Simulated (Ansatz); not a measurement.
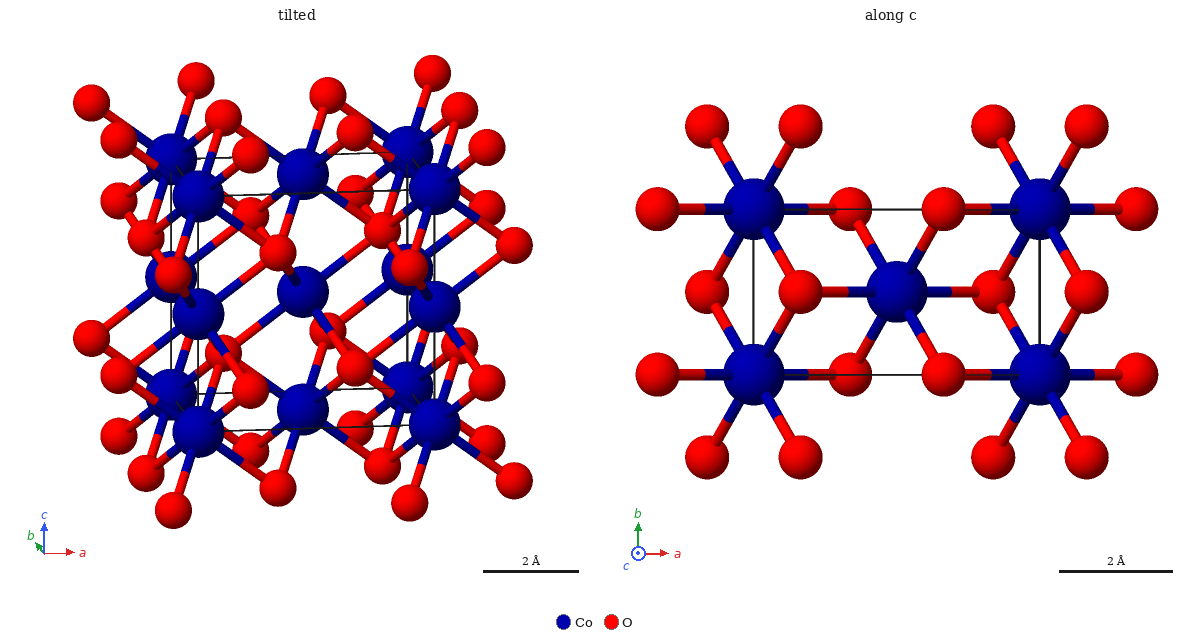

Ball-and-stick representation of a periodic structure, projected slightly off an axis and along the c axis. Atoms at the boundary of the conventional unit cell (the box) are drawn once for each face, edge or corner they touch. Some neighbours outside the box are added.

CoO, space group C2/m (No. 12), a = 5.08 Å, b = 2.94 Å, c = 5.16 Å, α = 90.00°, β = 91.34°, γ = 90.00°.

Method used: DFT PBE+U, scalar-relativistic, plane waves, PAW (Ansatz). It ran with E_cut = 420 eV, k-points about 0.21 Å⁻¹ apart, Gaussian smearing of 0.05 eV, U_eff = 3.30 eV on Co d, collinear spins. The state is antiferromagnetic, in a cell of 4 atoms.

Is the electronic structure metallic or gapped?

Answer. A semiconductor at this level, with a gap of 1.86 eV on the k-mesh (the true edges may lie between mesh points, so the gap can be somewhat smaller).

The initial geometry was a structure type filled with these elements by a generator (whether the compound takes this form wasn't checked). It was relaxed at fixed volume with Ansatz 0.2.0, DFT PBE+U, scalar-relativistic, plane waves, PAW.

At this level of theory the run's own cell isn't at rest (compressed, at 7 GPa), so its distances can differ from those at equilibrium, the more so the softer the solid, and its magnetic state may change on relaxation.
